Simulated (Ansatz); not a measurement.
# TiO2: geometry relaxation (part 2 of 2)

TiO2 (P4₂/mnm, 6 atoms in the cell); DFT, PBE, plane waves, PAW, no spin polarisation (Ansatz 0.2.0); cutoff 420 eV, 4×4×4 k-mesh, Gaussian smearing of 0.02 eV. The structure derives from an entry of the Crystallography Open Database. The settings are looser than a standard set-up, so the numbers are not reference values.

Geometry of the input (Å; fractional positions):
```
4.5922  0.0000  0.0000
0.0000  4.5922  0.0000
0.0000  0.0000  2.9574
Ti 0.0000  0.0000  0.0000
Ti 0.5000  0.5000  0.5000
O  0.3050  0.3050  0.0000
O  0.1950  0.8050  0.5000
O  0.6950  0.6950  0.0000
O  0.8050  0.1950  0.5000
```

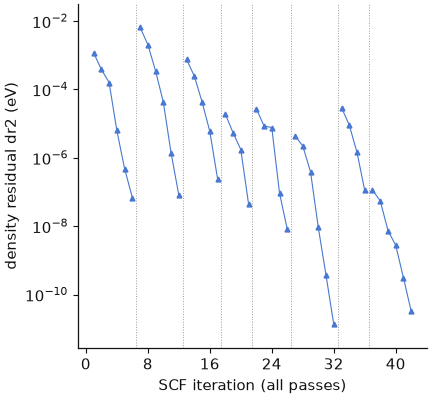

Fig. 1: Convergence of the self-consistent field: density residual dr2 against the SCF iteration. The dotted lines part the SCF passes of the relaxation: geometry steps, rejected trials and re-solves on a re-selected basis. The 8 passes take 4 to 6 iterations each, 42 in all.

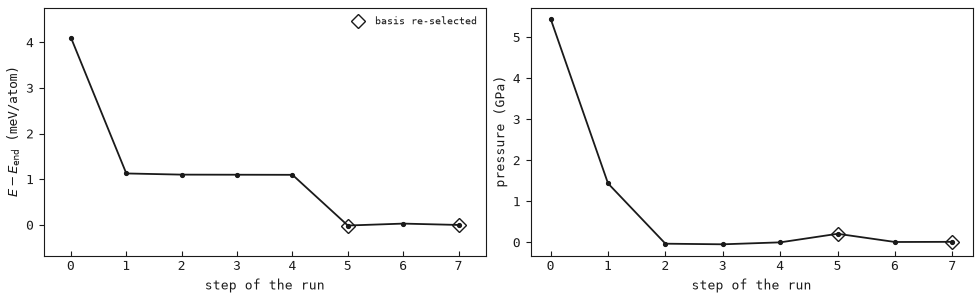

Fig. 2: Progress of the relaxation, step by step (the first geometry is step 0 here and step 1 in the log).

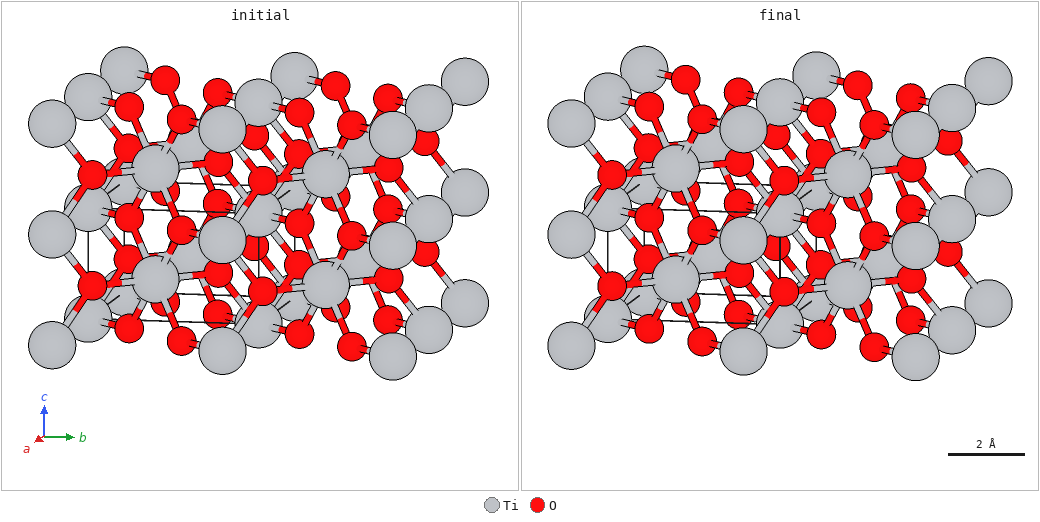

Fig. 3: Before (left) and after (right) the relaxation, at one scale (ball-and-stick view of the cell of the calculation, repeated 2 × 2 × 2, seen slightly off an axis). After 5 geometry steps the energy has fallen by 4.1 meV per atom. The largest force component goes from 0.071 to 0.00016 eV/Å. Pressure: 5.45 GPa at the start and 0.01 GPa at the end. 1 further SCF at an unchanged geometry re-selected the plane-wave basis for the new cell. No atom moves by more than 0.005 Å relative to the cell. The volume changes by +2.5 %, with a = b 4.592 → 4.640 Å (+1.1 %), c 2.957 → 2.967 Å (+0.3 %). Distances before and after: Ti1–O3 1.981 → 2.002 Å, Ti1–O4 1.947 → 1.959 Å. The space group stays P4_2/mnm (No. 136). The energy change given includes the shifts at the re-selections in mid-walk, which come without any move. A last SCF at the same geometry on a re-selected plane-wave basis shifts the energy by next to nothing (0.0 meV per atom). (Atoms are counted from 1 in the order of the input.)

```
basis re-selected at this cell: Δ(F+E_penalty+E_count) = -1.783e-4 eV, ΔP = +0.004 GPa vs the last step (what re-selecting the basis moved, of the pressure what is left beyond the Pulay correction that the steps carried, after the strain that the cell walked since its last selection, with what the two solves' SCF thresholds leave and, on support functions, any second-order correction that the steps lacked; it is no measure of the basis error at this ecutwfc). This SCF's stress stands 1.79e-2 GPa from its target on what of the cell is left free (relax.cell.stress_tol is 5.00e-2 GPa) and its largest allowed force component is 1.56e-4 eV/Å (relax.f_tol is 5.00e-3 eV/Å): within both
SCF converged after 6 iterations
Free energy (F): -7277.290242 eV
Harris-Foulkes:  -7277.290242 eV  (|F-HF|=1.64e-11)
Internal energy: -7277.290242 eV  (E = F + TS)
E sigma→0 (E₀):  -7277.290242 eV
Fermi energy:    9.697093 eV
--- Per-component energies (eV) ---
  E_band       = -406.707072
  E_kinetic    = 1244.061189
  E_local      = -3128.949570  (includes V_loc(G=0)·N_el)
  E_nonlocal   = 196.231461
  E_hartree    = 1190.035814
  E_xc         = -492.102890
  E_vxc        = -623.175127  (∫ρ·V_xc dr)
  E_paw        = -2721.442295  (= ΣΔE_a)
  E_vpaw       = -474.957097  (= ΣTr[D̂ρ^β])
  E_aug_tail   = 0.010242  (compensation charges beyond the density's cutoff)
  E_ewald      = -3565.134193
  E_smearing   = -0.000000  (= −TS)
  E_closure    = 0.000000  (closes the sum)
  Σ components = -7277.290242   (vs F -7277.290242, Δ=0.00e0)
--- Forces (eV/Å), atoms counted from 1 ---
  atom   1  Ti     0.00000000    -0.00000000     0.00000000
  atom   2  Ti     0.00000000     0.00000000     0.00000000
  atom   3  O     -0.00015606    -0.00015606     0.00000000
  atom   4  O      0.00015606    -0.00015606     0.00000000
  atom   5  O      0.00015606     0.00015606     0.00000000
  atom   6  O     -0.00015606     0.00015606     0.00000000
  max |Σ_I F_I| component: 1.08e-18 eV/Å
--- Stress (GPa, compression-positive) ---
        0.017884       0.000000       0.000000
        0.000000       0.017884       0.000000
        0.000000       0.000000       0.005390
  P = ⅓ Tr σ = 0.0137 GPa (0.137 kbar)
--- Band table (eV; the first three rows and the last of 18) ---
  k-point 0: bands = ["-48.1418", "-48.1269", "-24.4400", "-24.4400", "-24.2879", "-24.2879", "-24.2462", "-24.2157", "-9.3078", "-8.1765", "-7.4882", "-7.4882", "3.1277", "3.5622", "4.0314", "5.0570", "5.0570", "6.2689", "6.2689", "6.8764", "8.1045", "8.3444", "8.3444", "8.7727", "10.6215", "10.9101", "11.1666", "11.2454", "11.2454", "13.0039"]
  k-point 1: bands = ["-48.1203", "-48.1098", "-24.4598", "-24.4402", "-24.3823", "-24.3823", "-24.2795", "-24.2795", "-8.7454", "-7.8968", "-7.7332", "-7.7332", "3.9178", "4.1341", "4.7239", "4.7681", "4.7681", "5.5352", "6.3718", "7.0349", "7.0349", "7.3288", "7.3288", "8.3594", "10.9636", "11.2859", "11.5618", "11.8514", "11.8514", "12.7616"]
  k-point 2: bands = ["-48.0956", "-48.0956", "-24.6610", "-24.6610", "-24.3025", "-24.3025", "-24.2924", "-24.2924", "-7.9762", "-7.9762", "-7.8890", "-7.8890", "4.4063", "4.4063", "5.1790", "5.1790", "5.2266", "5.2266", "6.0431", "6.0431", "6.5375", "6.5375", "7.3735", "7.3735", "11.6652", "11.6652", "11.9126", "11.9126", "12.3645", "12.3645"]
  k-point 17: bands = ["-48.0956", "-48.0956", "-24.6603", "-24.6603", "-24.3043", "-24.3043", "-24.2937", "-24.2937", "-8.0612", "-8.0612", "-7.7827", "-7.7827", "4.2046", "4.2046", "4.3079", "4.3079", "5.3325", "5.3325", "6.0710", "6.0710", "7.5589", "7.5589", "8.1061", "8.1061", "11.3173", "11.3173", "11.9333", "11.9333", "11.9539", "11.9539"]
--- Relaxed structure (6 steps of the walk, 6 accepted, 2 SCFs on fresh bases) ---
  F+E_penalty+E_count = -7277.29024226 eV   max|allowed force component| = 1.561e-4 eV/Å   (the final SCF, on the basis selected at the relaxed cell)
  cell:  # Å, volume = 63.8960 Å³
    - [4.640491968220584, 2.0908137006300465e-35, 0.0]
    - [-3.484689501050078e-35, 4.640491968220584, 0.0]
    - [0.0, 0.0, 2.9671927910096567]
  atoms:
    - { symbol: Ti, position: [-3.160249516489625e-20, 1.5493830314307154e-20, 0.0] }
    - { symbol: Ti, position: [0.5, 0.5, 0.5] }
    - { symbol: O, position: [0.30511772123472936, 0.30511772123472936, 0.0] }
    - { symbol: O, position: [0.19488227876527067, 0.8051177212347294, 0.5] }
    - { symbol: O, position: [0.6948822787652706, 0.6948822787652706, 0.0] }
    - { symbol: O, position: [0.8051177212347294, 0.19488227876527067, 0.5] }
```

## Trajectory as extended XYZ (Å, eV, eV/Å), 8 frames, from step=1 to step=8
```
6
Lattice="4.5922 0.0000 0.0000 0.0000 4.5922 0.0000 0.0000 0.0000 2.9574" Properties=species:S:1:pos:R:3:forces:R:3 step=1 energy=-7277.26561 pressure_GPa=5.45
Ti    0.0000    0.0000    0.0000    0.0000   0.0000   0.0000
Ti    2.2961    2.2961    1.4787    0.0000   0.0000   0.0000
O     1.4004    1.4004    0.0000   -0.0708  -0.0708   0.0000
O     0.8957    3.6965    1.4787    0.0708  -0.0708   0.0000
O     3.1918    3.1918    0.0000    0.0708   0.0708   0.0000
O     3.6965    0.8957    1.4787   -0.0708   0.0708   0.0000
6
Lattice="4.6264 0.0000 0.0000 0.0000 4.6264 0.0000 0.0000 0.0000 2.9620" Properties=species:S:1:pos:R:3:forces:R:3 step=2 energy=-7277.28347 pressure_GPa=1.44
Ti    0.0000    0.0000    0.0000    0.0000   0.0000   0.0000
Ti    2.3132    2.3132    1.4810    0.0000   0.0000   0.0000
O     1.4090    1.4090    0.0000    0.0212   0.0212   0.0000
O     0.9042    3.7223    1.4810   -0.0212   0.0212   0.0000
O     3.2174    3.2174    0.0000   -0.0212  -0.0212   0.0000
O     3.7223    0.9042    1.4810    0.0212  -0.0212   0.0000
6
Lattice="4.6349 0.0000 0.0000 0.0000 4.6349 0.0000 0.0000 0.0000 2.9703" Properties=species:S:1:pos:R:3:forces:R:3 step=3 energy=-7277.28363 pressure_GPa=-0.03
Ti    0.0000    0.0000    0.0000    0.0000   0.0000   0.0000
Ti    2.3174    2.3174    1.4851    0.0000   0.0000   0.0000
O     1.4133    1.4133    0.0000    0.0108   0.0108   0.0000
O     0.9041    3.7308    1.4851   -0.0108   0.0108   0.0000
O     3.2216    3.2216    0.0000   -0.0108  -0.0108   0.0000
O     3.7308    0.9041    1.4851    0.0108  -0.0108   0.0000
6
Lattice="4.6371 0.0000 0.0000 0.0000 4.6371 0.0000 0.0000 0.0000 2.9683" Properties=species:S:1:pos:R:3:forces:R:3 step=4 energy=-7277.28364 pressure_GPa=-0.05
Ti    0.0000    0.0000    0.0000    0.0000   0.0000   0.0000
Ti    2.3185    2.3185    1.4841    0.0000   0.0000   0.0000
O     1.4140    1.4140    0.0000    0.0117   0.0117   0.0000
O     0.9045    3.7325    1.4841   -0.0117   0.0117   0.0000
O     3.2231    3.2231    0.0000   -0.0117  -0.0117   0.0000
O     3.7325    0.9045    1.4841    0.0117  -0.0117   0.0000
6
Lattice="4.6381 0.0000 0.0000 0.0000 4.6381 0.0000 0.0000 0.0000 2.9672" Properties=species:S:1:pos:R:3:forces:R:3 step=5 energy=-7277.28365 pressure_GPa=0.00
Ti    0.0000    0.0000    0.0000    0.0000   0.0000   0.0000
Ti    2.3191    2.3191    1.4836    0.0000   0.0000   0.0000
O     1.4150    1.4150    0.0000   -0.0002  -0.0002   0.0000
O     0.9041    3.7340    1.4836    0.0002  -0.0002   0.0000
O     3.2231    3.2231    0.0000    0.0002   0.0002   0.0000
O     3.7340    0.9041    1.4836   -0.0002   0.0002   0.0000
6
Lattice="4.6381 0.0000 0.0000 0.0000 4.6381 0.0000 0.0000 0.0000 2.9672" Properties=species:S:1:pos:R:3:forces:R:3 step=6 energy=-7277.29032 pressure_GPa=0.21
Ti    0.0000    0.0000    0.0000    0.0000   0.0000   0.0000
Ti    2.3191    2.3191    1.4836    0.0000   0.0000   0.0000
O     1.4150    1.4150    0.0000   -0.0003  -0.0003   0.0000
O     0.9041    3.7340    1.4836    0.0003  -0.0003   0.0000
O     3.2231    3.2231    0.0000    0.0003   0.0003   0.0000
O     3.7340    0.9041    1.4836   -0.0003   0.0003   0.0000
6
Lattice="4.6405 0.0000 0.0000 0.0000 4.6405 0.0000 0.0000 0.0000 2.9672" Properties=species:S:1:pos:R:3:forces:R:3 step=7 energy=-7277.29006 pressure_GPa=0.01
Ti    0.0000    0.0000    0.0000    0.0000   0.0000   0.0000
Ti    2.3202    2.3202    1.4836    0.0000   0.0000   0.0000
O     1.4159    1.4159    0.0000   -0.0001  -0.0001   0.0000
O     0.9043    3.7361    1.4836    0.0001  -0.0001   0.0000
O     3.2246    3.2246    0.0000    0.0001   0.0001   0.0000
O     3.7361    0.9043    1.4836   -0.0001   0.0001   0.0000
6
Lattice="4.6405 0.0000 0.0000 0.0000 4.6405 0.0000 0.0000 0.0000 2.9672" Properties=species:S:1:pos:R:3:forces:R:3 step=8 energy=-7277.29024 pressure_GPa=0.01
Ti    0.0000    0.0000    0.0000    0.0000   0.0000   0.0000
Ti    2.3202    2.3202    1.4836    0.0000   0.0000   0.0000
O     1.4159    1.4159    0.0000   -0.0002  -0.0002   0.0000
O     0.9043    3.7361    1.4836    0.0002  -0.0002   0.0000
O     3.2246    3.2246    0.0000    0.0002   0.0002   0.0000
O     3.7361    0.9043    1.4836   -0.0002   0.0002   0.0000
```

## Results in brief

```csv
quantity,value
outcome,converged
space group (tolerance 0.01 Å),P4₂/mnm (136)
electrons treated,48
free energy,−7277.2902 eV
Fermi energy,9.697 eV
gap on the k-point mesh,1.85 eV
pressure,0.01 GPa
final volume,63.90 Å³
largest force (length of the vector) at the end,under 0.001 eV/Å
final cell,"a = 4.640 Å, b = 4.640 Å, c = 2.967 Å, α = 90.00°, β = 90.00°, γ = 90.00°"
wall time,15 s
peak memory,0.34 GiB
```

These settings are looser than, or depart from, a standard set-up, so the numbers are not reference values for this system.
